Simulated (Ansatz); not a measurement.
Ta: several calculations on one system

**1. A change**

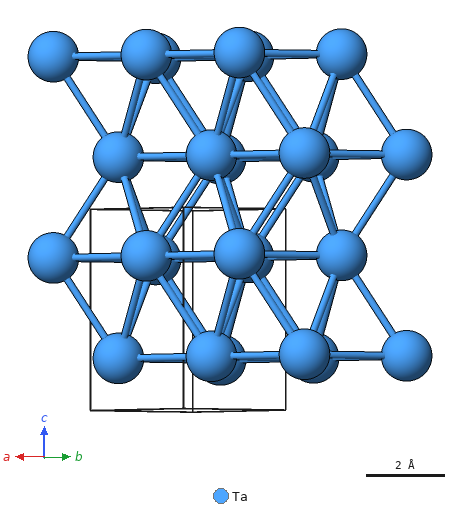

Reference structure: a symmetric starting cell of Ta. Style: ball-and-stick. Shown: the cell of the calculation, repeated 2 × 3 × 2 with one cell outlined, from a free direction.

Theory: DFT PBE, scalar-relativistic, plane waves, PAW (Ansatz). (plane-wave cutoff 420 eV; k-point mesh 18 × 18 × 8; occupations gaussian; smearing width 0.1 eV; no spin polarisation)

The variant: The cell is strained by +0.2 % along c and −1.3 % across it (volume −2.3 %), the atoms keeping their fractional coordinates. No relaxation follows. The starting cell wasn't computed here and needn't be at equilibrium, so pressure and forces aren't due to the change alone.

Input
```yaml
crystal:
  lattice:
    - [2.8639724031, 0.0, 0.0]
    - [-1.4319862015, 2.4802728568, 0.0]
    - [0.0, 0.0, 5.1789313713]
  atoms:
    - { symbol: Ta, position: [0.66666667, 0.33333333, 0.75] }
    - { symbol: Ta, position: [0.33333333, 0.66666667, 0.25] }
basis:
  ecutwfc: 420
kpoints:
  mp_grid: { grid: [18, 18, 8] }
hamiltonian:
  xc: pbe
scf:
  occupations: { method: gaussian, width: 0.1 }
output:
  forces: true
  stress: true
  eigenvalues: true
```

> What does the calculation give for the changed structure?

The pressure is 3.9 GPa (not all of it need come from the change, since the unchanged cell can be under pressure at this level too). The principal stresses (compression positive) are 0.7 GPa along c and 5.5 GPa across it. All forces vanish by symmetry. Some distances before and after: Ta–Ta 2.900 → 2.864 Å, Ta–Ta 3.078 → 3.072 Å. The space group stays P6_3/mmc (No. 194).

**2. A change**

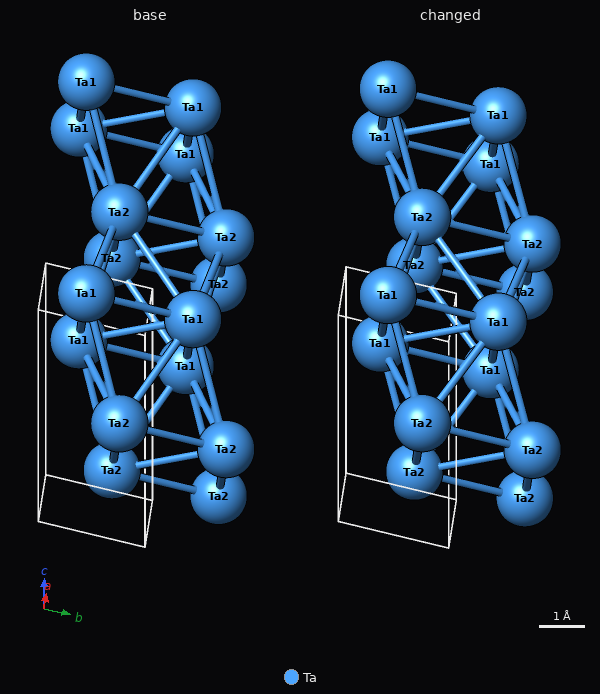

Left: a symmetric starting cell of Ta. Right: the same structure after one change, at the same scale. Style: ball-and-stick. Shown: the cell of the calculation, repeated 2 × 2 × 2 with one cell outlined, from a free direction.

Level of theory: DFT PBE, scalar-relativistic, plane waves, PAW (Ansatz 0.2.0). Settings: plane-wave cutoff 420 eV; k-point mesh 18 × 18 × 8; occupations gaussian; smearing width 0.1 eV; no spin polarisation.

### What was changed?

The cell is strained by −2.5 % along c and +3.5 % across it (volume +4.3 %), the atoms keeping their fractional coordinates. No relaxation follows. The starting cell wasn't computed here and needn't be at equilibrium, so pressure and forces aren't due to the change alone.

### What does the change do?

Among the bonded contacts that change: Ta–Ta 2.900 → 3.001 Å, Ta–Ta 3.078 → 3.056 Å. The space group stays P6_3/mmc (No. 194). The pressure is −8.3 GPa (not all of it need come from the change, since the unchanged cell can be under pressure at this level too). The principal stresses (compression positive) are −2.6 GPa along c and −11.2 GPa across it. All forces vanish by symmetry.

**3. Distortion**

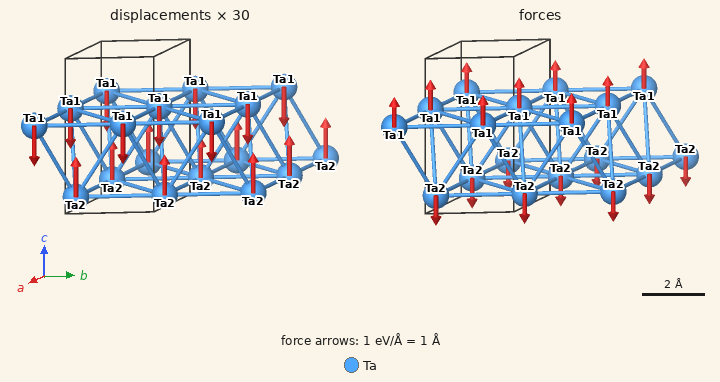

Left: a symmetric starting cell of Ta, with red arrows for the displacements applied to it. Right: the displaced structure with the computed forces. A ball-and-stick model of the cell of the calculation, repeated 3 × 3 × 1 with one cell outlined, seen slightly off an axis.

Computed with DFT PBE, scalar-relativistic, plane waves, PAW in Ansatz 0.2.0. Set-up: plane-wave cutoff 420 eV; k-point mesh 15 × 15 × 8; occupations gaussian; smearing width 0.1 eV; no spin polarisation.

Describe the distortion and the response.

Answer. Atoms are displaced by 0.05 Å: Ta1 0.05 Å along −c. No relaxation follows. The starting cell wasn't computed here and needn't be at equilibrium, so pressure and forces aren't due to the change alone. Near-neighbour distances before and after: Ta–Ta 3.078 → 3.003 to 3.154 Å. The space group (tolerance 0.01 Å) goes from P6_3/mmc (No. 194) to P-3m1 (No. 164). The pressure is −0.2 GPa (not all of it need come from the change, since the unchanged cell can be under pressure at this level too). The principal stresses (compression positive) are −0.5 GPa along c and −0.1 GPa across it. The largest forces, 1 eV/Å, act on Ta1 and Ta2; on Ta1 it points along +c. The forces point straight back along the displacements (cosine −1.00).

**4. Distortion**

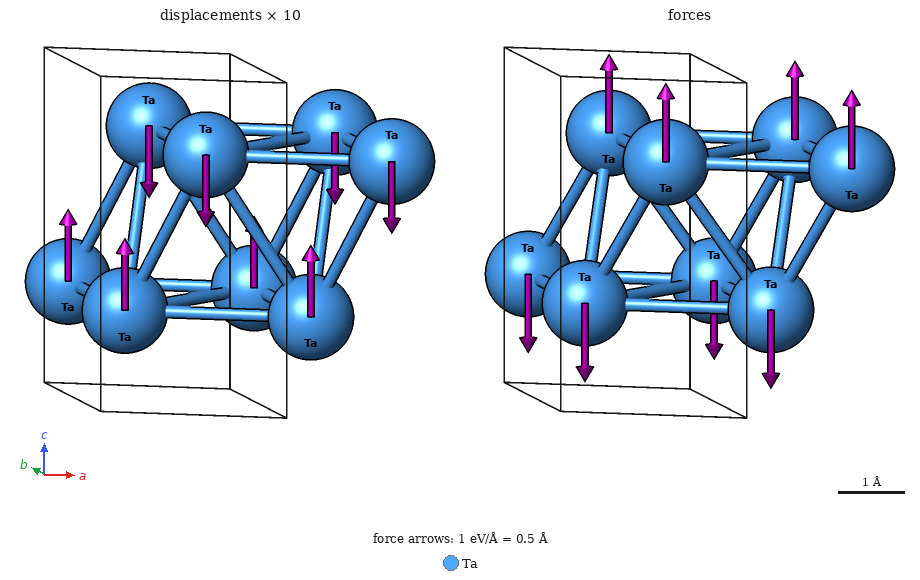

Left: a symmetric starting cell of Ta, with purple arrows for the displacements applied to it. Right: the displaced structure with the computed forces. A ball-and-stick model of the cell of the calculation, repeated 2 × 2 × 1 with one cell outlined, seen slightly off an axis.

The calculation used DFT PBE, scalar-relativistic, plane waves, PAW (Ansatz). Settings: plane-wave cutoff 420 eV; k-point mesh 15 × 15 × 8; occupations gaussian; smearing width 0.1 eV; no spin polarisation.

Q: Describe the distortion and the response.

A: Atoms are displaced by 0.11 Å. No relaxation follows. The starting cell wasn't computed here and needn't be at equilibrium, so pressure and forces aren't due to the change alone. Some distances before and after: Ta–Ta 3.078 → 2.892 to 3.270 Å. The space group (tolerance 0.01 Å) goes from P6_3/mmc (No. 194) to P-3m1 (No. 164). The pressure is 3.0 GPa (not all of it need come from the change, since the unchanged cell can be under pressure at this level too). The principal stresses (compression positive) are 3.8 GPa along c and 2.7 GPa across it. The largest forces, 2.5 eV/Å, act on 2 Ta atoms of the calculation's cell. The forces point straight back along the displacements (cosine −1.00).
